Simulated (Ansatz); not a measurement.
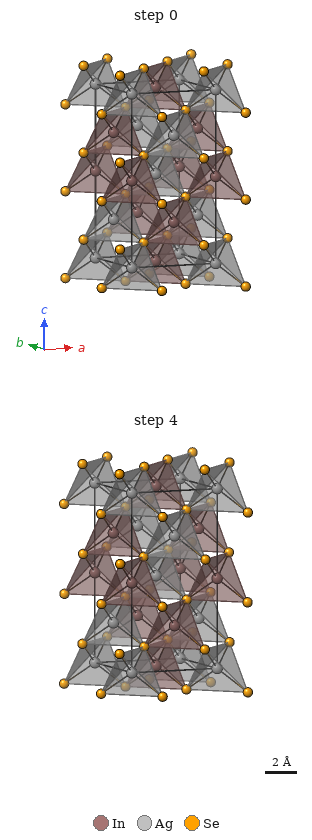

The structure of crystalline InAgSe$_{2}$ (built on the database type) before (top) and after (bottom) a relaxation, at one scale.

Style: polyhedral. Shown: the conventional cell (2 times the calculation's cell), slightly off an axis. Lengths and directions refer to the drawn axes.

Case: structure reported for this formula (I-42d, No. 122).

Level of theory: DFT PBE, scalar-relativistic, plane waves, PAW (Ansatz 0.2.0). Set-up: plane-wave cutoff 420 eV; k-point mesh 8 × 8 × 8; occupations gaussian; smearing width 0.01 eV; no spin polarisation; cell and atoms relaxed; force threshold 0.01 eV/Å; at most 80 steps.

**What changed between the two?**

After 3 accepted moves (4 points after the start) the energy has fallen by 20.1 meV per atom. Largest force component: 0.058 eV/Å at the start, 0.0021 eV/Å at the end. Pressure: 3.54 GPa at the start and −0.01 GPa at the end. At 1 point the geometry stayed and the basis and grid were re-selected for the new cell (energy shift of 0.3 meV per atom at most each time). The largest moves relative to the cell, 0.024 Å, are those of Se atoms. In and Ag stay in place. The volume changes by +7.0 %, with a = b 6.090 → 6.196 Å (+1.7 %), c 11.670 → 12.067 Å (+3.4 %). Some distances before and after: Ag–Se 2.601 → 2.674 Å, In–Se 2.601 → 2.646 Å. The space group stays I-42d (No. 122).
